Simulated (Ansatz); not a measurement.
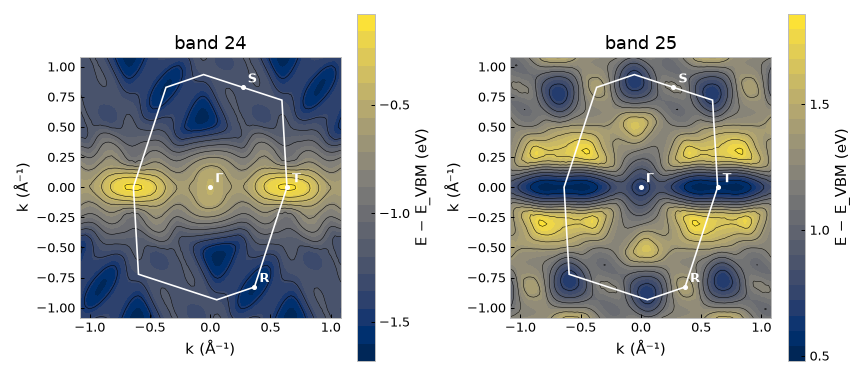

Two bands of Si (space group Cmcm, No. 63) over the plane through Γ, T and S: the highest mostly filled and the lowest mostly empty one.

Level of theory: DFT PBE, scalar-relativistic, plane waves, PAW; levels and slopes on a dense k mesh at the converged density (Ansatz). No spin polarisation. k mesh for the levels: 24×24×8. Unrelaxed database geometry. The cell comes from a database of computed structures, not from a measurement.

### Give both levels and their distance at the named points.

```tsv
point	lower band (eV)	upper band (eV)	distance (eV)
Γ	−0.46	0.68	1.14
T	−0.12	0.52	0.64
S	−1.23	1.26	2.49
R	−1.64	1.43	3.07
```

### Where are the band edges of the whole zone?

The valence band has one maximum at Y, principal masses 0.14, 0.42 and 1.98 mₑ; the conduction band has two equivalent minima on the Γ–Y line, principal masses 0.14, 0.34 and 2.53 mₑ. The gap is indirect, 0.48 eV at this level of theory, which underestimates gaps and can reorder valleys that lie close. Another valley lies within 0.05 eV of an edge, so the kind of gap can change with the cell or the functional.
